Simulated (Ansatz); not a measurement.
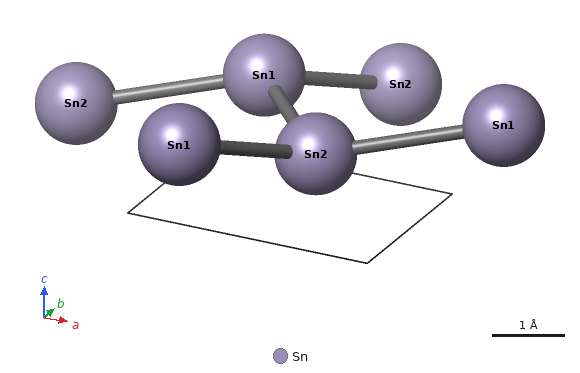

This is the input geometry for a relaxation of a slab of composition Sn. The picture is a ball-and-stick view of the cell of the calculation, outlined in the plane, without the vacuum, seen slightly off an axis.

Method: DFT PBE+D3(BJ), scalar-relativistic, plane waves, PAW in Ansatz.

The input:
```yaml
crystal:
  lattice:
    - [4.7178164441, 0.0, 0.0]
    - [-2.358908222, 4.085748891, 0.0]
    - [0.0, 0.0, 28.0]
  atoms:
    - { symbol: Sn, position: [0.3333333333, 0.6666666667, 0.5099285714] }
    - { symbol: Sn, position: [0.6666666667, 0.3333333333, 0.4900714286] }
  periodic: [true, true, false]
basis:
  ecutwfc: 420
kpoints:
  mp_grid: { grid: [12, 12, 1] }
hamiltonian:
  xc: pbe
  dispersion: d3bj
scf:
  occupations: { method: gaussian, width: 0.1 }
output:
  forces: true
  stress: true
  eigenvalues: true
relax:
  adjacent_minimum: "off"
  f_tol: 0.005
  max_steps: 80
  cell: { stress_2d_tol: 0.02 }
```

What does the optimiser find from here?

The largest moves relative to the cell and the layer's centre, 0.15 Å, are those of Sn1 and Sn2. Sn1 goes along the normal (+c). In the plane the drawn cell goes a 4.718 → 4.641 Å (−1.6 %), b 4.718 → 4.641 Å (−1.6 %). Near-neighbour distances that change, for instance: Sn1–Sn2 2.780 → 2.815 Å. Bond angles that change, for instance: Sn2–Sn1–Sn2 116.1° → 111.0°. Over 4 accepted moves (6 points after the start) the energy falls by 94.7 meV per cell of the calculation. The largest force component goes from 0.55 to 0.0025 eV/Å. The line search rejected the trial step at point 3 of the run. The SCF was repeated once at an unchanged geometry on a basis and grid sized afresh for the cell, which shifted the energy by 0.4 meV per cell of the calculation at most. The run took of the order of 100 core-seconds on a shared host.

History of the run:

```json
{"step": "0", "E − E(0), meV/atom": "0.00", "largest force component, eV/Å": "0.5539", "note": ""}
{"step": "1", "E − E(0), meV/atom": "-35.65", "largest force component, eV/Å": "0.3192", "note": ""}
{"step": "2", "E − E(0), meV/atom": "-45.66", "largest force component, eV/Å": "0.0770", "note": ""}
{"step": "3", "E − E(0), meV/atom": "-38.19", "largest force component, eV/Å": "0.1871", "note": "rejected"}
{"step": "4", "E − E(0), meV/atom": "-47.53", "largest force component, eV/Å": "0.0078", "note": ""}
{"step": "5", "E − E(0), meV/atom": "-47.54", "largest force component, eV/Å": "0.0023", "note": ""}
{"step": "6", "E − E(0), meV/atom": "-47.36", "largest force component, eV/Å": "0.0025", "note": "same geometry, new basis"}
```

Final geometry:

```
CELL_PARAMETERS angstrom
4.64052 0.00000 0.00000
-2.32026 4.01881 0.00000
0.00000 0.00000 28.00000
ATOMIC_POSITIONS crystal
Sn 0.33333 0.66667 0.51540
Sn 0.66667 0.33333 0.48460
```

The end point in the same view:

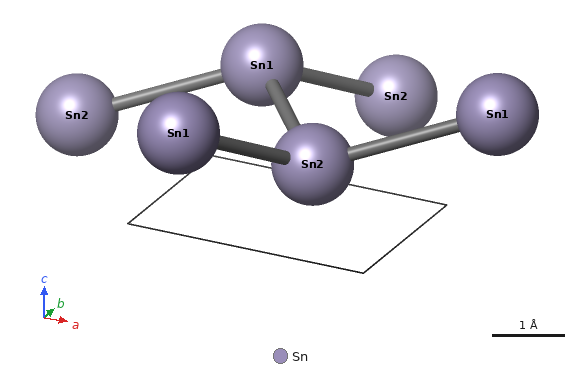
